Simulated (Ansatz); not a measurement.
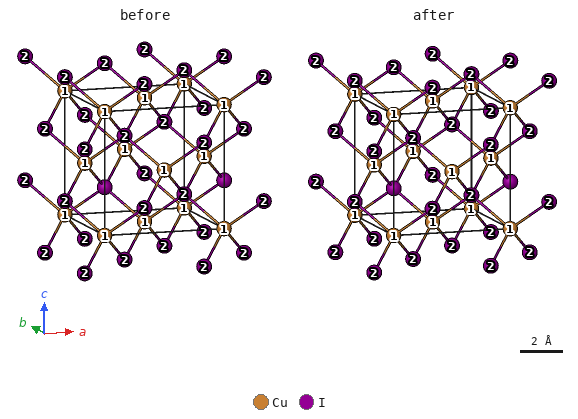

The structure of solid CuI (built on the zincblende type) before (left) and after (right) a relaxation, at one scale.

The picture is a ball-and-stick view of the conventional cell (4 times the calculation's cell), seen slightly off an axis. Lengths and directions refer to the drawn axes.

Theory: DFT, PBEsol, plane waves, PAW (Ansatz 0.2.0). Settings: plane-wave cutoff 420 eV; k-point mesh 6 × 6 × 6; occupations fermi dirac; smearing width 0.02 eV; no spin polarisation; cell and atoms relaxed; force threshold 0.005 eV/Å.

Question: Summarise the run.

Answer: No atom moves by more than 0.005 Å relative to the cell. Cell: a = b = c 6.081 → 5.939 Å (−2.3 %). Volume −6.8 %. Near-neighbour distances that change, for instance: Cu1–I2 2.633 → 2.572 Å. The space group stays F-43m (No. 216). The energy falls by 18.4 meV per atom in 1 accepted move (2 points after the start). All forces vanish by symmetry, so only the cell relaxes. The pressure goes from −2.88 to 0.03 GPa. The SCF was repeated once at an unchanged geometry on a basis and grid sized afresh for the cell, which shifted the energy by 0.6 meV per atom at most. Cost: 2.1 s on 4 threads of Arm Neoverse V1, on a shared host, peak memory 0.36 GiB.
